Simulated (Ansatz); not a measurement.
System HgTe (space group F-43m, No. 216); source of the atomic positions: coordinates from a relaxation with Ansatz, DFT PBE, scalar-relativistic, plane waves, PAW.

```yaml
crystal:
  lattice:
    - [6.65244, 0.00000, 0.00000]
    - [0.00000, 6.65244, 0.00000]
    - [0.00000, 0.00000, 6.65244]
  atoms:
    - { symbol: Hg, position: [0.00000, 0.00000, 0.00000] }
    - { symbol: Te, position: [0.25000, 0.25000, 0.75000] }
    - { symbol: Hg, position: [0.00000, 0.50000, 0.50000] }
    - { symbol: Te, position: [0.25000, 0.75000, 0.25000] }
    - { symbol: Hg, position: [0.50000, 0.00000, 0.50000] }
    - { symbol: Te, position: [0.75000, 0.25000, 0.25000] }
    - { symbol: Hg, position: [0.50000, 0.50000, 0.00000] }
    - { symbol: Te, position: [0.75000, 0.75000, 0.75000] }
```

Bonds are taken as Hg–Te below 3.2 Å; no other contact counts. Atoms with one bond or none are removed and atoms with two bonds are replaced by edges, until no such atom is left.

Derive the underlying net.

The result is a uninodal 4-connected, three-periodic net: Hg and Te are 4-connected nodes. It is the dia net, known from diamond, zinc blende and cristobalite. It is a single net, without interpenetration.

| node | links | point symbol | coordination sequence |
| --- | --- | --- | --- |
| Hg and Te | 4 | 6⁶ | 4 12 24 42 64 |

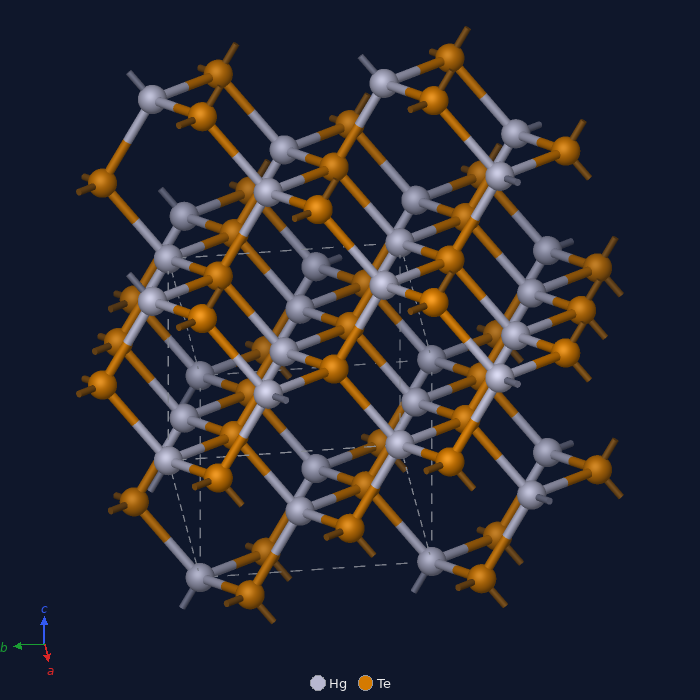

Nodes are coloured by element. Short stubs are edges that leave the cut-out.
